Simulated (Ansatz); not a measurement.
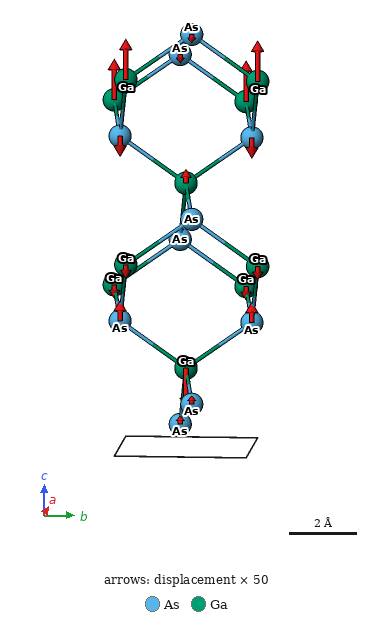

A relaxation of a slab of composition Ga4As5 (cut from the F-43m phase). The starting structure is drawn; red arrows show the displacements, magnified 50 times.

A ball-and-stick model of the cell of the calculation, outlined in the plane, without the vacuum, seen from a free direction.

Case: (1 0 0) slab, atoms relaxed. The slab is the (1 0 0) face of GaAs.

Method: Ansatz 0.2.0, DFT PBEsol, scalar-relativistic, plane waves, PAW. Settings: plane-wave cutoff 420 eV; k-point mesh 9 × 9 × 1; occupations gaussian; smearing width 0.05 eV; no spin polarisation; dipole correction; atoms relaxed in a fixed cell; force threshold 0.02 eV/Å; at most 60 steps.

### What happened in the run?

The energy falls by 11.0 meV per cell of the calculation in 2 accepted moves (3 points after the start). The largest force component goes from 0.26 to 0.0047 eV/Å. 1 step only repeated the SCF at the same geometry. The largest moves relative to the layer's centre, 0.025 Å, are those of Ga atoms. By element the largest moves are Ga 0.025 Å, As 0.013 Å. The lattice vectors keep their values. Among the contacts that change: As–Ga 2.450 → 2.472 Å, As–Ga 2.450 → 2.432 Å. The run took about 7 core-minutes on a shared host.
